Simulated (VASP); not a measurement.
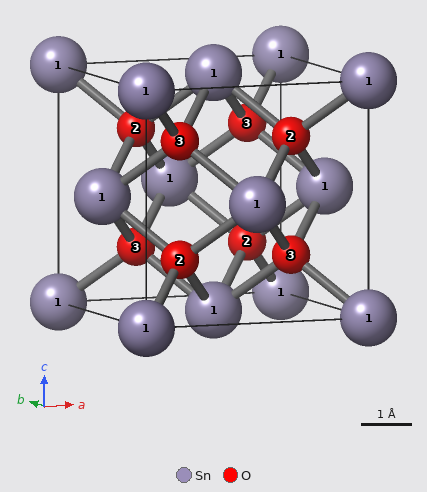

*The input geometry (ball-and-stick view of the cell 4 times as large as that of the calculation, set on its symmetry axes, seen slightly off an axis; atoms are numbered from 1 in the order of the input).*

Near neighbours in the crystal (not all of them lie inside the picture): Sn has 8 O at 2.11 Å; O has 4 Sn at 2.11 Å.

**Single-point calculation of SnO2**

System: SnO2 (Fm-3m, 3 atoms in the cell).
Method: DFT, plane waves, PAW, settings varied from a r2SCAN run (VASP 6.6.1).

The structure was built on a prototype by a generator. Some settings of this run were made unusual or wrong on purpose. The geometry comes from this level: r2SCAN (a point of a series of strains).

INCAR
```
ENCUT = 520.000000
EDIFF = 1.00e-07
ALGO = Normal
METAGGA = R2SCAN
PREC = Accurate
IBRION = -1
ISIF = 2
NBANDS = 20
NSW = 0
LASPH = .TRUE.
LCHARG = .FALSE.
LWAVE = .FALSE.
LREAL = .FALSE.
NELM = 97
ISMEAR = 1
SIGMA = 3.0
```

KPOINTS
```
KPOINTS created by Atomic Simulation Environment
0
Gamma
8 8 8
0 0 0
```

POSCAR
```
Sn O
 1.0000000000000000
     0.0000000000000000    2.4321282923999998    2.4321282923999998
     2.4321282923999998    0.0000000000000000    2.4321282923999998
     2.4321282923999998    2.4321282923999998    0.0000000000000000
 Sn  O
   1   2
Cartesian
  0.0000000000000000  0.0000000000000000  0.0000000000000000
  1.2160641461999999  1.2160641461999999  1.2160641461999999
  3.6481924385999998  3.6481924385999998  3.6481924385999998
```

Hardware: 1 CPU thread, shared host.

Launch command:
```bash
mpirun -np 1 vasp_std
```

OSZICAR
```
N       E                     dE             d eps       ncg     rms          rms(c)
DAV:   1     0.213095163127E+03    0.21310E+03   -0.13846E+04  1324   0.216E+03
DAV:   2    -0.269546403561E+02   -0.24005E+03   -0.22734E+03  1252   0.515E+02
DAV:   3    -0.496216758484E+02   -0.22667E+02   -0.22432E+02  1340   0.134E+02
DAV:   4    -0.501639192943E+02   -0.54224E+00   -0.54180E+00  1336   0.212E+01
DAV:   5    -0.501758689739E+02   -0.11950E-01   -0.11949E-01  1464   0.321E+00    0.119E+01
DAV:   6    -0.404649953114E+02    0.97109E+01   -0.63141E+00  1712   0.604E+01    0.524E+00
DAV:   7    -0.405407318626E+02   -0.75737E-01   -0.16124E+00  1488   0.135E+01    0.271E+00
DAV:   8    -0.405754200637E+02   -0.34688E-01   -0.21374E-01  1748   0.873E+00    0.737E-01
DAV:   9    -0.405616539100E+02    0.13766E-01   -0.65835E-02  1792   0.514E+00    0.106E-01
DAV:  10    -0.405621640529E+02   -0.51014E-03   -0.64815E-03  1292   0.676E-01    0.927E-02
DAV:  11    -0.405621739763E+02   -0.99234E-05   -0.13068E-03  1480   0.341E-01    0.553E-02
DAV:  12    -0.405621432663E+02    0.30710E-04   -0.82939E-05  1456   0.904E-02    0.261E-02
DAV:  13    -0.405621326567E+02    0.10610E-04   -0.51091E-05  1296   0.594E-02    0.346E-03
DAV:  14    -0.405621324543E+02    0.20237E-06   -0.15140E-06  1424   0.185E-02    0.855E-04
DAV:  15    -0.405621325265E+02   -0.72199E-07   -0.20434E-07  1024   0.431E-03
   1 F= -.40562133E+02 E0= -.40937180E+02  d E =0.112514E+01
```

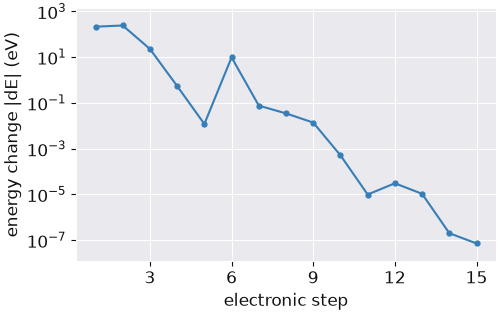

*Convergence of the self-consistent field: energy change |dE| against the electronic step.*

It takes 15 electronic steps. The density is held fixed in the first few steps, and dE rises again when its update begins.

Parts of OUTCAR
```
k-points           NKPTS =     29   k-points in BZ     NKDIM =     29   number of bands    NBANDS=     20

   NELECT =      26.0000    total number of electrons

   dimension x,y,z NGX =    28 NGY =   28 NGZ =   28
   dimension x,y,z NGXF=    56 NGYF=   56 NGZF=   56

  energy-cutoff  :      520.00
  volume of cell :       28.77
      direct lattice vectors                 reciprocal lattice vectors
     0.000000000  2.432128292  2.432128292    -0.205581260  0.205581260  0.205581260
     2.432128292  0.000000000  2.432128292     0.205581260 -0.205581260  0.205581260
     2.432128292  2.432128292  0.000000000     0.205581260  0.205581260 -0.205581260

 k-points in reciprocal lattice and weights: KPOINTS created by Atomic Simulation Env
   0.00000000  0.00000000  0.00000000       0.002
   0.12500000  0.00000000  0.00000000       0.016
   0.25000000  0.00000000  0.00000000       0.016
   0.37500000  0.00000000  0.00000000       0.016
   0.50000000  0.00000000  0.00000000       0.008
   0.12500000  0.12500000  0.00000000       0.012
   0.25000000  0.12500000  0.00000000       0.047
   0.37500000  0.12500000  0.00000000       0.047
   0.50000000  0.12500000  0.00000000       0.047
  -0.37500000  0.12500000  0.00000000       0.047
  -0.25000000  0.12500000  0.00000000       0.047
  -0.12500000  0.12500000  0.00000000       0.023
   0.25000000  0.25000000  0.00000000       0.012
   0.37500000  0.25000000  0.00000000       0.047
   0.50000000  0.25000000  0.00000000       0.047
  -0.37500000  0.25000000  0.00000000       0.047
  -0.25000000  0.25000000  0.00000000       0.023
   0.37500000  0.37500000  0.00000000       0.012
   0.50000000  0.37500000  0.00000000       0.047
  -0.37500000  0.37500000  0.00000000       0.023
   0.50000000  0.50000000  0.00000000       0.006
   0.37500000  0.25000000  0.12500000       0.047
   0.50000000  0.25000000  0.12500000       0.094
  -0.37500000  0.25000000  0.12500000       0.047
   0.50000000  0.37500000  0.12500000       0.047
  -0.37500000  0.37500000  0.12500000       0.094
  -0.25000000  0.37500000  0.12500000       0.047
  -0.37500000  0.50000000  0.12500000       0.023
  -0.25000000  0.50000000  0.25000000       0.012

 E-fermi :  11.1739

 k-point     1 :       0.0000    0.0000    0.0000
  band No.  band energies     occupation
      1     -12.3216      2.00000
      2     -11.5708      2.00000
      3     -11.5708      2.00000
      4     -11.5708      2.00000
      5     -11.2476      2.00000
      6     -11.2476      2.00000
      7      -7.4444      2.00000
      8       6.1957      2.04070
      9       6.1957      2.04070
     10       6.1957      2.04070
     11       7.9033      2.06427
     12       7.9033      2.06427
     13       7.9033      2.06427
     14      11.8532      0.62744
     15      17.9474     -0.00638
     16      17.9474     -0.00638
     17      17.9474     -0.00638
     18      24.4882     -0.00000
     19      26.5511     -0.00000
     20      26.5511     -0.00000

 k-point     2 :       0.1250    0.0000    0.0000
  band No.  band energies     occupation
      1     -12.1676      2.00000
      2     -11.6697      2.00000
      3     -11.5499      2.00000
      4     -11.5499      2.00000
      5     -11.2491      2.00000
      6     -11.2491      2.00000
      7      -7.3517      2.00000
      8       5.5950      2.02449
      9       6.0915      2.03761
     10       6.0915      2.03761
     11       7.2618      2.06918
     12       7.7785      2.06790
     13       7.7785      2.06790
     14      12.9290      0.17365
     15      17.7364     -0.00833
     16      18.4230     -0.00334
     17      18.4230     -0.00334
     18      25.8184     -0.00000
     19      26.6611     -0.00000
     20      26.6611     -0.00000

 k-point     3 :       0.2500    0.0000    0.0000
  band No.  band energies     occupation
      1     -12.2572      2.00000
      2     -11.5075      2.00000
      3     -11.5075      2.00000
      4     -11.2927      2.00000
      5     -11.2436      2.00000
      6     -11.2436      2.00000
      7      -7.3242      2.00000
      8       4.4307      2.00663
      9       5.8550      2.03098
     10       5.8550      2.03098
     11       6.2772      2.04316
     12       7.4842      2.07091
     13       7.4842      2.07091
     14      14.7311     -0.07042
     15      17.7867     -0.00783
     16      19.7014     -0.00044
     17      19.7014     -0.00044
     18      26.9059     -0.00000
     19      26.9059     -0.00000
     20      28.1269     -0.00000

 k-point     4 :       0.3750    0.0000    0.0000
  band No.  band energies     occupation
      1     -12.5407      2.00000
      2     -11.4808      2.00000
      3     -11.4807      2.00000
      4     -11.2209      2.00000
      5     -11.2209      2.00000
      6     -10.3854      2.00000
      7      -7.7195      2.00000
      8       3.6866      2.00236
      9       5.4235      2.02073
     10       5.6354      2.02544
     11       5.6354      2.02544
     12       7.1996      2.06823
     13       7.1996      2.06823
     14      16.0289     -0.04444
     15      18.3772     -0.00356
     16      21.3322     -0.00002
     17      21.3323     -0.00002
     18      26.9449     -0.00000
     19      26.9449     -0.00000
     20      28.1997     -0.00000

 k-point     5 :       0.5000    0.0000    0.0000
  band No.  band energies     occupation
      1     -12.6547      2.00000
      2     -11.4749      2.00000
      3     -11.4748      2.00000
      4     -11.2060      2.00000
      5     -11.2060      2.00000
      6      -9.7355      2.00000
      7      -8.1936      2.00000
      8       3.5088      2.00180
      9       5.0501      2.01396
     10       5.5483      2.02342
     11       5.5483      2.02343
     12       7.0845      2.06606
     13       7.0846      2.06606
     14      16.4923     -0.03100
     15      18.7259     -0.00214
     16      22.2517     -0.00000
     17      22.2517     -0.00000
     18      26.7176     -0.00000
     19      26.7176     -0.00000
     20      27.8150     -0.00000

 [... the levels of 23 k-points are left out ...]

 k-point    29 :      -0.2500    0.5000    0.2500
  band No.  band energies     occupation
      1     -12.2599      2.00000
      2     -12.2599      2.00000
      3     -11.3319      2.00000
      4     -11.2847      2.00000
      5     -11.2258      2.00000
      6      -8.3224      2.00000
      7      -8.3224      2.00000
      8       0.5841      2.00001
      9       2.4646      2.00032
     10       5.9494      2.03355
     11       5.9494      2.03355
     12       9.1195      1.90892
     13       9.6289      1.75646
     14      15.9082     -0.04816
     15      19.2831     -0.00089
     16      21.6840     -0.00001
     17      21.6840     -0.00001
     18      24.5081     -0.00000
     19      28.4853     -0.00000
     20      30.2280     -0.00000

  Total        6.2985662      6.2985662      6.2985662      0.0000000      0.0000000      0.0000000
  in kB      350.7218691    350.7218691    350.7218691      0.0000000      0.0000000      0.0000000
  external PRESSURE =     350.7218691 kB  Pullay stress =       0.0000000 kB

 POSITION                                       TOTAL-FORCE (eV/Angst)
 -----------------------------------------------------------------------------------
      0.00000      0.00000      0.00000         0.000000      0.000000      0.000000
      1.21606      1.21606      1.21606        -0.000000     -0.000000      0.000000
      3.64819      3.64819      3.64819         0.000000     -0.000000     -0.000000
 -----------------------------------------------------------------------------------
    total drift:                               -0.000000     -0.000000      0.000000

  FREE ENERGIE OF THE ION-ELECTRON SYSTEM (eV)
  ---------------------------------------------------
  free  energy   TOTEN  =       -40.5621325265 eV

  energy  without entropy=      -41.6872741084  energy(sigma->0) =      -40.93717972
```

Outcome

- outcome: converged
- space group (tolerance 0.01 Å): Fm-3m (225)
- electrons treated: 26
- free energy: −40.5621 eV
- Fermi energy: 11.174 eV
- band gap: 2.22 eV
- pressure: 35.07 GPa
- largest force (length of the vector): under 0.001 eV/Å
- wall time: 41 s
- peak memory: 0.17 GiB

What went wrong

Some settings of this run were drawn to be unusual or wrong (NELM = 97; ISMEAR = 1; SIGMA = 3.0). It converged; results that depend on the unusual settings are not reference values.
